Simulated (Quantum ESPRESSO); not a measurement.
Single-point calculation, with input and output: GaP (part 2 of 2)

The same run, continued: GaP (2 atoms in the cell); Kohn-Sham DFT of a periodic cell, PBE, SSSP 1.3 efficiency PBE, no spin polarisation (Quantum ESPRESSO 7.5); cutoff 952.4 eV, 8×8×9 k-mesh, fermi-dirac of 0.05 eV. The structure was built on a prototype by a generator; it need not be a known phase.

Geometry of the input (Å; fractional positions):
```
3.4567  0.0000  0.0000
0.0000  3.4567  0.0000
0.0000  0.0000  2.8026
Ga 0.0000  0.0000  0.0000
P  0.5000  0.5000  0.5000
```

## The program's output, continued
```
    -4.8177  -4.7700  -4.7308  -4.7196  -4.7124  -2.5489   6.2920   7.9190
     8.9192  10.4523  15.1348  16.6118  17.4579  18.5634  21.0252

          k = 0.0000 0.1250 0.4111 (  2243 PWs)   bands (ev):

    -4.7890  -4.7717  -4.7585  -4.7099  -4.7049  -1.4755   4.9387   7.7120
     9.8689  11.2904  13.9793  16.1695  16.2319  17.1678  20.8951

          k = 0.0000 0.1250 0.5482 (  2251 PWs)   bands (ev):

    -4.8239  -4.8055  -4.7512  -4.6997  -4.6420  -0.1985   2.9100   8.9724
    10.8503  11.4201  12.8962  14.7801  15.3535  17.3166  20.9340

          k = 0.0000 0.2500 0.0000 (  2233 PWs)   bands (ev):

    -4.9461  -4.7650  -4.7386  -4.6635  -4.6518  -2.9487   3.5377   8.5895
    10.5055  13.2701  15.4218  15.5250  17.6789  17.9563  20.4929

          k = 0.0000 0.2500 0.1370 (  2218 PWs)   bands (ev):

    -4.9063  -4.7609  -4.7353  -4.6921  -4.6702  -2.7191   3.7549   8.7903
    10.4266  11.6319  15.5657  15.5975  18.0327  18.4177  19.9593

          k = 0.0000 0.2500 0.2741 (  2227 PWs)   bands (ev):

    -4.8095  -4.7606  -4.7446  -4.7275  -4.7157  -2.0462   4.3936   8.2327
     9.3705  11.5039  14.5398  16.0254  16.8732  18.5730  20.9239

          k = 0.0000 0.2500 0.4111 (  2240 PWs)   bands (ev):

    -4.8233  -4.7686  -4.7467  -4.7166  -4.6888  -0.9740   5.0756   6.0140
    10.2403  11.5154  12.9573  16.1170  16.9457  18.6783  19.5163

          k = 0.0000 0.2500 0.5482 (  2250 PWs)   bands (ev):

    -4.8626  -4.8018  -4.7369  -4.7104  -4.6210   0.2913   3.4019   7.0078
     9.5570  11.0872  13.9028  15.3371  16.0782  18.7470  20.0445

          k = 0.0000 0.3750 0.0000 (  2210 PWs)   bands (ev):

    -4.9413  -4.7540  -4.7467  -4.6708  -4.6509  -2.2279   1.8207   9.3005
    11.5759  13.6991  13.7128  14.3310  18.1621  19.3103  20.4937

          k = 0.0000 0.3750 0.1370 (  2230 PWs)   bands (ev):

    -4.9006  -4.7500  -4.7421  -4.7042  -4.6690  -1.9951   2.0432   9.4771
    11.3475  12.2655  13.9433  14.3241  17.1155  20.1280  20.8770

          k = 0.0000 0.3750 0.2741 (  2230 PWs)   bands (ev):

    -4.8035  -4.7801  -4.7401  -4.7256  -4.7143  -1.3189   2.7111   8.8533
     9.9814  12.1481  13.4070  14.6101  15.7557  21.0456  21.3938

          k = 0.0000 0.3750 0.4111 (  2236 PWs)   bands (ev):

    -4.8546  -4.7654  -4.7385  -4.7284  -4.6649  -0.2571   3.8065   6.2842
    10.1197  10.7099  13.7688  15.5763  16.1862  19.2967  20.0896

          k = 0.0000 0.3750 0.5482 (  2240 PWs)   bands (ev):

    -4.8989  -4.7981  -4.7255  -4.7211  -4.5975   0.9666   4.1440   5.4044
     7.8374  11.3586  14.8899  16.1791  16.4429  18.7687  18.8245

          k = 0.0000-0.5000 0.0000 (  2234 PWs)   bands (ev):

    -4.9394  -4.7603  -4.7392  -4.6739  -4.6506  -1.7502   1.0041   9.7433
    12.6428  12.9340  13.0627  13.9160  18.4571  18.8278  21.6594

          k = 0.0000-0.5000 0.1370 (  2232 PWs)   bands (ev):

    -4.8985  -4.7561  -4.7342  -4.7090  -4.6685  -1.5154   1.2271   9.8969
    11.9567  13.0189  13.0488  13.1956  16.5364  20.3508  23.7089

          k = 0.0000-0.5000 0.2741 (  2228 PWs)   bands (ev):

    -4.8013  -4.7884  -4.7454  -4.7167  -4.7136  -0.8395   1.9033   9.2530
    10.3335  11.9171  13.6786  13.9683  14.8169  21.7453  22.0212

          k = 0.0000-0.5000 0.4111 (  2232 PWs)   bands (ev):

    -4.8669  -4.7640  -4.7357  -4.7333  -4.6546   0.2051   3.0425   6.7069
     9.3688  10.9540  14.7931  15.0816  15.2147  19.5435  20.5509

          k = 0.0000-0.5000 0.5482 (  2242 PWs)   bands (ev):

    -4.9133  -4.7966  -4.7255  -4.7215  -4.5872   1.3739   4.5924   4.7680
     6.9644  11.4845  15.6463  16.1964  16.8062  18.2043  18.6340

          k = 0.1250 0.1250 0.0000 (  2217 PWs)   bands (ev):

    -4.9492  -4.7753  -4.7343  -4.6559  -4.6554  -3.2679   5.2291   6.9692
    10.7794  13.0455  15.0421  15.6236  17.4372  19.5298  21.5064

          k = 0.1250 0.1250 0.1370 (  2231 PWs)   bands (ev):

    -4.9099  -4.7717  -4.7310  -4.6791  -4.6750  -3.0420   5.4282   7.1921
    10.5346  11.5523  15.2333  15.7860  18.9735  19.1762  20.2779

          k = 0.1250 0.1250 0.2741 (  2235 PWs)   bands (ev):

    -4.8130  -4.7631  -4.7376  -4.7232  -4.7178  -2.3744   5.9525   7.8451
     8.1098  11.6809  15.7506  15.8754  17.0136  17.7008  22.0402

          k = 0.1250 0.1250 0.4111 (  2239 PWs)   bands (ev):

    -4.7927  -4.7809  -4.7494  -4.7123  -4.7028  -1.3027   5.0698   7.3841
     8.8672  12.1848  14.0106  15.1950  16.9950  17.0376  20.6407

          k = 0.1250 0.1250 0.5482 (  2249 PWs)   bands (ev):

    -4.8277  -4.8149  -4.7435  -4.7050  -4.6351  -0.0300   3.0777   8.6171
     9.9989  11.0829  13.4680  13.8369  16.7785  17.9187  20.6035

          k = 0.1250 0.2500 0.0000 (  2225 PWs)   bands (ev):

    -4.9438  -4.7587  -4.7552  -4.6630  -4.6547  -2.7695   3.6378   7.0060
    11.9006  13.3750  13.7141  16.6251  17.9042  19.1982  20.4949

          k = 0.1250 0.2500 0.1370 (  2234 PWs)   bands (ev):

    -4.9035  -4.7543  -4.7521  -4.6893  -4.6743  -2.5422   3.8518   7.2194
    11.2176  12.2823  13.9820  16.6697  18.3282  19.1667  20.1439

          k = 0.1250 0.2500 0.2741 (  2231 PWs)   bands (ev):

    -4.8045  -4.7625  -4.7438  -4.7321  -4.7204  -1.8743   4.4807   7.7783
     8.5483  12.4466  14.6392  15.1879  17.1029  18.4905  21.5664

          k = 0.1250 0.2500 0.4111 (  2228 PWs)   bands (ev):

    -4.8211  -4.7795  -4.7351  -4.7251  -4.6861  -0.8090   5.1655   6.1718
     8.9029  11.6307  13.8122  15.4377  15.8507  18.7900  21.2139

          k = 0.1250 0.2500 0.5482 (  2241 PWs)   bands (ev):

    -4.8594  -4.8133  -4.7275  -4.7175  -4.6166   0.4447   3.5687   7.0922
     9.6212  10.0131  13.3063  14.5526  17.1954  19.2322  20.0264

          k = 0.1250 0.3750 0.0000 (  2225 PWs)   bands (ev):

    -4.9391  -4.7799  -4.7362  -4.6703  -4.6538  -2.0474   1.9926   7.7239
    11.1713  13.7088  13.7774  16.4934  18.3594  19.4687  20.8758

          k = 0.1250 0.3750 0.1370 (  2230 PWs)   bands (ev):

    -4.8979  -4.7752  -4.7326  -4.6999  -4.6726  -1.8195   2.2144   7.9224
    11.3187  11.9006  13.9968  16.0357  17.7852  20.2252  21.1581

          k = 0.1250 0.3750 0.2741 (  2238 PWs)   bands (ev):

    -4.7982  -4.7843  -4.7482  -4.7261  -4.7132  -1.1544   2.8803   8.3991
     9.1811  11.6865  13.6219  14.6744  17.2663  20.0482  21.8055

          k = 0.1250 0.3750 0.4111 (  2236 PWs)   bands (ev):

    -4.8499  -4.7751  -4.7391  -4.7258  -4.6640  -0.1072   3.9702   6.4304
     9.4974  10.2475  13.1692  15.2412  16.4398  19.4547  20.8423

          k = 0.1250 0.3750 0.5482 (  2242 PWs)   bands (ev):

    -4.8925  -4.8085  -4.7299  -4.7146  -4.5953   1.0940   4.3066   5.5792
     7.9978  10.4461  13.7870  14.5415  16.6337  18.9982  20.3168

          k = 0.1250-0.5000 0.0000 (  2228 PWs)   bands (ev):

    -4.9372  -4.7883  -4.7283  -4.6733  -4.6534  -1.5725   1.1924   8.3015
    10.3214  13.9777  14.3281  15.7367  18.6235  19.0332  21.9921

          k = 0.1250-0.5000 0.1370 (  2234 PWs)   bands (ev):

    -4.8958  -4.7834  -4.7244  -4.7044  -4.6720  -1.3446   1.4167   8.4840
    10.5241  12.1729  14.5556  15.2649  17.2950  20.4044  23.1555

          k = 0.1250-0.5000 0.2741 (  2236 PWs)   bands (ev):

    -4.7955  -4.7933  -4.7540  -4.7228  -4.7067  -0.6849   2.0959   8.8891
     9.5646  10.9744  12.9303  14.9945  17.0399  20.2327  22.2415

          k = 0.1250-0.5000 0.4111 (  2236 PWs)   bands (ev):

    -4.8613  -4.7729  -4.7447  -4.7232  -4.6541   0.3390   3.2383   6.8315
     9.5183   9.9127  12.6023  15.2583  17.1696  18.7301  20.3260

          k = 0.1250-0.5000 0.5482 (  2238 PWs)   bands (ev):

    -4.9058  -4.8064  -4.7349  -4.7102  -4.5858   1.4787   4.7923   4.9297
     7.1513  10.7046  13.8614  14.7366  16.0802  18.9259  20.3191

          k = 0.2500 0.2500 0.0000 (  2228 PWs)   bands (ev):

    -4.9388  -4.8000  -4.7330  -4.6623  -4.6613  -2.2627   3.5654   5.5005
    10.7536  13.6533  14.7983  17.7426  18.3135  20.3423  20.7816

          k = 0.2500 0.2500 0.1370 (  2229 PWs)   bands (ev):

    -4.8974  -4.7930  -4.7309  -4.6873  -4.6818  -2.0403   3.7721   5.7323
    10.9232  11.7455  15.0456  17.6387  18.2408  19.9085  20.5066

          k = 0.2500 0.2500 0.2741 (  2241 PWs)   bands (ev):

    -4.7969  -4.7806  -4.7425  -4.7388  -4.7159  -1.3848   4.3838   6.4140
     8.9006  11.4084  14.6275  16.2234  16.3491  19.3272  22.6768

          k = 0.2500 0.2500 0.4111 (  2230 PWs)   bands (ev):

    -4.8218  -4.7971  -4.7446  -4.7117  -4.6778  -0.3404   5.2022   6.5171
     7.4962  11.2752  13.2269  13.8580  16.6005  19.9614  20.7342

          k = 0.2500 0.2500 0.5482 (  2232 PWs)   bands (ev):

    -4.8580  -4.8340  -4.7343  -4.7068  -4.6043   0.8733   4.0542   7.0042
     8.7650   9.4728  11.8572  13.7591  16.5478  20.2256  20.7454

          k = 0.2500 0.3750 0.0000 (  2230 PWs)   bands (ev):

    -4.9341  -4.8358  -4.7109  -4.6689  -4.6606  -1.5467   2.4742   5.7083
     8.9339  13.9800  16.1831  18.3542  18.9205  19.9009  22.0776

          k = 0.2500 0.3750 0.1370 (  2235 PWs)   bands (ev):

    -4.8920  -4.8263  -4.7099  -4.6946  -4.6809  -1.3302   2.6933   5.9301
     9.1430  12.2039  16.0631  17.2329  18.9288  20.5892  21.5801

          k = 0.2500 0.3750 0.2741 (  2238 PWs)   bands (ev):

    -4.8093  -4.7861  -4.7534  -4.7376  -4.6976  -0.6940   3.3507   6.5759
     9.4630   9.7390  13.8372  16.0328  17.6964  20.5675  21.8022

          k = 0.2500 0.3750 0.4111 (  2247 PWs)   bands (ev):

    -4.8388  -4.7964  -4.7635  -4.6975  -4.6619   0.3108   4.4224   6.8139
     7.7590  10.2114  11.6081  13.9856  16.5830  20.1951  21.8371

          k = 0.2500 0.3750 0.5482 (  2237 PWs)   bands (ev):

    -4.8773  -4.8329  -4.7507  -4.6899  -4.5888   1.4426   4.7761   6.0677
     8.4276   8.8995  11.8840  12.5009  14.9370  20.9140  22.5379

          k = 0.2500-0.5000 0.0000 (  2224 PWs)   bands (ev):

    -4.9323  -4.8493  -4.7019  -4.6718  -4.6601  -1.0900   1.7612   6.3173
     7.8971  14.1354  16.9242  18.0492  19.1191  19.6401  23.2149

          k = 0.2500-0.5000 0.1370 (  2230 PWs)   bands (ev):

    -4.8899  -4.8390  -4.7008  -4.6990  -4.6796  -0.8787   1.9886   6.5259
     8.1221  12.4496  16.3286  16.8888  19.2754  20.6043  22.3799

          k = 0.2500-0.5000 0.2741 (  2244 PWs)   bands (ev):

    -4.8186  -4.7843  -4.7594  -4.7360  -4.6890  -0.2606   2.6749   7.1239
     8.7778   9.7900  13.3032  16.1469  18.3632  20.1524  21.6429

          k = 0.2500-0.5000 0.4111 (  2244 PWs)   bands (ev):

    -4.8477  -4.7931  -4.7719  -4.6941  -4.6529   0.7054   3.8245   7.1263
     8.2895   9.5116  10.7851  14.3632  16.1262  20.4102  21.9768

          k = 0.2500-0.5000 0.5482 (  2232 PWs)   bands (ev):

    -4.8878  -4.8297  -4.7573  -4.6841  -4.5814   1.7614   5.3861   5.3869
     7.7052   9.2778  11.5982  12.6796  13.8996  21.3523  22.9016

          k = 0.3750 0.3750 0.0000 (  2224 PWs)   bands (ev):

    -4.9297  -4.8845  -4.6859  -4.6677  -4.6672  -0.8709   2.9312   4.4635
     6.9754  14.2059  18.0752  19.3671  19.5745  20.4061  23.0472

          k = 0.3750 0.3750 0.1370 (  2224 PWs)   bands (ev):

    -4.8869  -4.8703  -4.6939  -4.6924  -4.6807  -0.6691   3.1472   4.7026
     7.1982  12.5708  16.9993  18.1092  19.3813  21.2631  22.2098

          k = 0.3750 0.3750 0.2741 (  2231 PWs)   bands (ev):

    -4.8379  -4.7788  -4.7513  -4.7501  -4.6774  -0.0743   3.7986   5.4061
     7.8534   9.9277  14.2501  15.5112  17.6457  21.8440  22.4443

          k = 0.3750 0.3750 0.4111 (  2238 PWs)   bands (ev):

    -4.8302  -4.8135  -4.7878  -4.6719  -4.6577   0.8616   4.8702   6.5288
     7.4913   8.8776  11.5242  12.9002  15.2233  22.4336  23.1752

          k = 0.3750 0.3750 0.5482 (  2229 PWs)   bands (ev):

    -4.8652  -4.8537  -4.7712  -4.6682  -4.5796   1.8795   5.4666   6.5646
     7.8883   8.7428  10.6837  10.7657  13.0565  23.5294  23.9202

          k = 0.3750-0.5000 0.0000 (  2226 PWs)   bands (ev):

    -4.9279  -4.9031  -4.6757  -4.6703  -4.6669  -0.4720   2.7182   4.7537
     5.8000  14.3080  18.9524  19.3646  19.8572  20.6051  23.1203

          k = 0.3750-0.5000 0.1370 (  2224 PWs)   bands (ev):

    -4.8874  -4.8847  -4.6954  -4.6914  -4.6728  -0.2812   2.9487   4.9834
     6.0317  12.7482  17.2702  17.9948  19.8079  21.4424  22.5751

          k = 0.3750-0.5000 0.2741 (  2232 PWs)   bands (ev):

    -4.8499  -4.7763  -4.7563  -4.7490  -4.6684   0.2821   3.6419   5.6574
     6.7217  10.1746  14.1953  15.6157  17.0561  22.4414  23.4919

          k = 0.3750-0.5000 0.4111 (  2248 PWs)   bands (ev):

    -4.8326  -4.8125  -4.7998  -4.6656  -4.6517   1.1655   4.7973   6.6877
     7.8372   7.8400  11.3249  13.1064  14.2497  23.2861  24.3914

          k = 0.3750-0.5000 0.5482 (  2236 PWs)   bands (ev):

    -4.8696  -4.8526  -4.7797  -4.6604  -4.5747   2.1037   6.0110   6.3610
     8.0837   8.5052   9.7101  11.0660  11.8655  24.2787  25.3970

          k =-0.5000-0.5000 0.0000 (  2232 PWs)   bands (ev):

    -4.9261  -4.9237  -4.6697  -4.6697  -4.6650  -0.1356   4.0353   4.0988
     4.0988  14.3847  19.7590  19.7590  20.0675  21.4912  22.7571

          k =-0.5000-0.5000 0.1370 (  2236 PWs)   bands (ev):

    -4.9059  -4.8828  -4.6941  -4.6941  -4.6634   0.0425   4.2583   4.3408
     4.3408  12.8878  18.0282  18.0282  19.1244  21.7994  23.5068

          k =-0.5000-0.5000 0.2741 (  2236 PWs)   bands (ev):

    -4.8629  -4.7735  -4.7544  -4.7544  -4.6593   0.5713   4.9392   5.0527
     5.0527  10.3703  15.2327  15.2327  15.7436  24.4763  24.4765

          k =-0.5000-0.5000 0.4111 (  2252 PWs)   bands (ev):

    -4.8203  -4.8203  -4.8171  -4.6546  -4.6505   1.4029   6.1046   6.1899
     6.1899   8.0388  12.5658  12.5658  12.6368  25.6352  25.6352

          k =-0.5000-0.5000 0.5482 (  2216 PWs)   bands (ev):

    -4.8619  -4.8619  -4.7889  -4.6516  -4.5708   2.2718   6.3896   7.5813
     7.5813   7.7779   9.9634  10.3891  10.3891  27.0121  27.0121

     the Fermi energy is    10.0856 ev

!    total energy              =    -291.92814153 Ry
     estimated scf accuracy    <          2.5E-11 Ry
     smearing contrib. (-TS)   =      -0.00045583 Ry
     internal energy E=F+TS    =    -291.92768570 Ry

     The total energy is F=E-TS. E is the sum of the following terms:
     one-electron contribution =     -97.43165420 Ry
     hartree contribution      =      66.18207626 Ry
     xc contribution           =     -42.50931009 Ry
     ewald contribution        =    -106.89317757 Ry
     one-center paw contrib.   =    -111.27562011 Ry

     convergence has been achieved in  17 iterations

     Forces acting on atoms (cartesian axes, Ry/au):

     atom    1 type  1   force =     0.00000000    0.00000000    0.00000000
     atom    2 type  2   force =     0.00000000    0.00000000    0.00000000

     Total force =     0.000000     Total SCF correction =     0.000000

     Computing stress (Cartesian axis) and pressure

          total   stress  (Ry/bohr**3)                   (kbar)     P=       -2.79
  -0.00001566   0.00000000   0.00000000           -2.30        0.00        0.00
   0.00000000  -0.00001566   0.00000000            0.00       -2.30        0.00
   0.00000000   0.00000000  -0.00002566            0.00        0.00       -3.77

=------------------------------------------------------------------------------=
   JOB DONE.
=------------------------------------------------------------------------------=
```

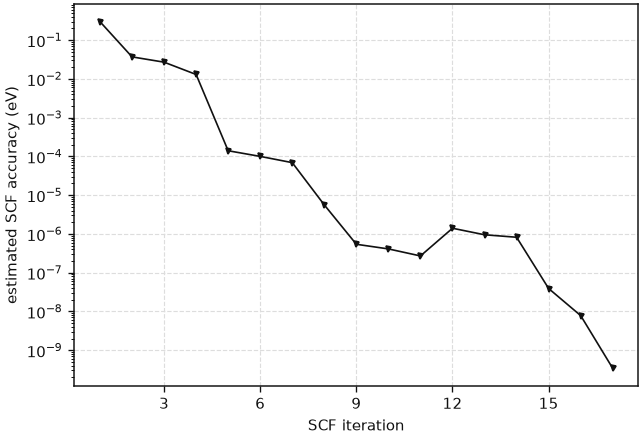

**Figure 1.** Convergence of the self-consistent field: estimated SCF accuracy against the iteration. The field takes 17 iterations in all.

## Key numbers

| quantity | value |
| --- | --- |
| outcome | converged |
| space group (tolerance 0.01 Å) | P4/mmm (123) |
| electrons treated | 18 |
| free energy | −3971.8847 eV |
| Fermi energy | 10.086 eV |
| gap on the k-point mesh | none (metallic) |
| pressure | −0.28 GPa |
| largest force (length of the vector) | under 0.001 eV/Å |
| wall time | 98 s |
| peak memory | 0.24 GiB |
